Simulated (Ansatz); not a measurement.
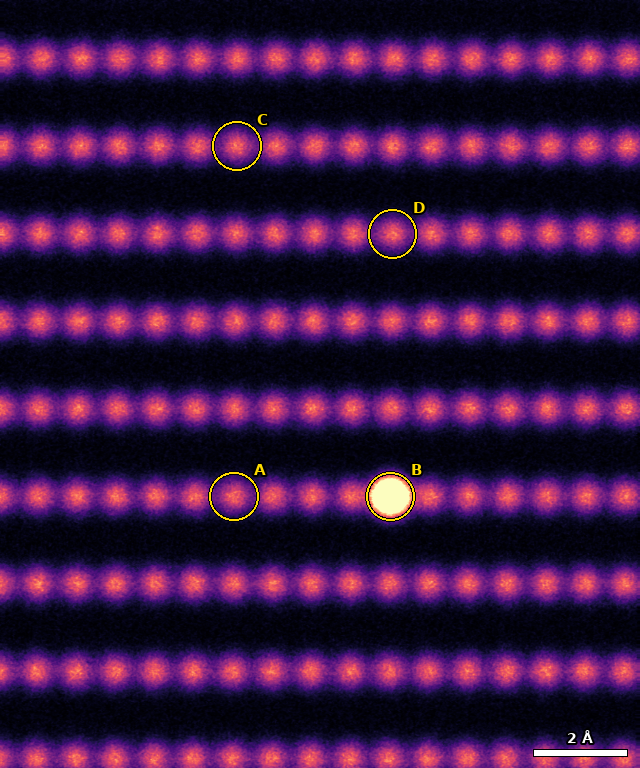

Dark-field STEM-like image of Si (Fm-3m, No. 225) along [210]. The image is simulated as a sum over atoms of Z^1.7, blurred by a 0.58 Å probe (no channelling). Shot noise and a slight drift were added.

The sample is 2 repeats (17.1 Å) thick. One point defect was put into the perfect crystal, without relaxing the atoms around it. Brightness is counted from the darkest point of the image. Host structure: the geometry relaxed with DFT, PBEsol, plane waves (420 eV) with PAW, scalar-relativistic (Ansatz); the starting structure was generated, so it need not be a known form of this composition.

**Which ringed column holds the defect, and does it scatter more or less than its equals?**

B; it scatters more. The column holds 2 atoms (Si) through the sample, and one Si atom is replaced by Sn, so its peak rises to about 485 % of that of its equals.
